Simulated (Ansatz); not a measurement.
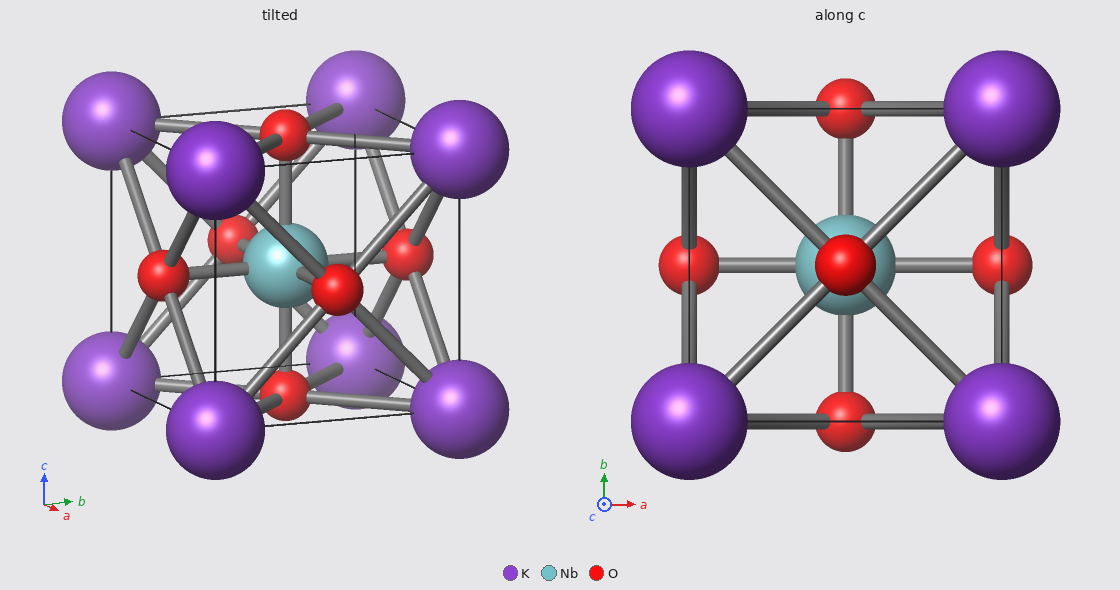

Drawn in the ball-and-stick manner and seen slightly off an axis and along the c axis. Atoms at the boundary of the conventional unit cell (the box) are drawn once for each face, edge or corner they touch.

KNbO$_{3}$, cubic perovskite, space group Pm-3m (No. 221), a = 3.996 Å, b = 3.996 Å, c = 3.996 Å, α = 90.00°, β = 90.00°, γ = 90.00°. Origin of the cell: a structure type filled with these elements by a generator (whether the compound takes this form wasn't checked). Earlier steps of the study may have refined or changed the cell and positions. Ansatz was used for an electronic-structure calculation on it.

This one geometry was computed with Ansatz (DFT, plane waves, PAW) at six levels of theory: PBE0, PBE, PBE with spin-orbit coupling, dielectric-dependent PBE0 (fraction 1/eps_inf of PBE), r2SCAN and HSE06. It was relaxed beforehand with r2SCAN.

Question: Which level gives the highest pressure at this volume, and what does that say about its equilibrium volume?

Answer: Highest: PBE (4.1 GPa) and PBE with spin-orbit coupling (4.1 GPa), which points to the largest equilibrium volume. Lowest, with the smallest volume: PBE0 (-2.3 GPa) and HSE06 (-2.2 GPa). Levels within 0.5 GPa of each other can't be told apart.

Question: How does the band gap change with the level of theory?

Answer: PBE with spin-orbit coupling: a gap of 1.53 eV, indirect; PBE: a gap of 1.57 eV, indirect; r2SCAN: a gap of 1.95 eV, indirect; dielectric-dependent PBE0 (fraction 1/eps_inf of PBE): a gap of 2.78 eV, indirect; HSE06: a gap of 2.81 eV, indirect; PBE0: a gap of 3.55 eV, indirect.

Question: Collect the results in a table.

Answer:
| level | cutoff (eV) | k-mesh of the run's cell | gap (eV) | pressure (GPa) |
| --- | --- | --- | --- | --- |
| PBE0 | 420 | 4×4×4 | 3.55 | -2.3 |
| PBE | 420 | 6×6×6 | 1.57 | 4.1 |
| PBE with spin-orbit coupling | 420 | 6×6×6 | 1.53 | 4.1 |
| dielectric-dependent PBE0 (fraction 1/eps_inf of PBE) | 420 | 4×4×4 | 2.78 | 0.0 |
| r2SCAN | 500 | 6×6×6 | 1.95 | 0.0 |
| HSE06 | 420 | 4×4×4 | 2.81 | -2.2 |

Gaps are taken on the k-mesh or band path of each run.
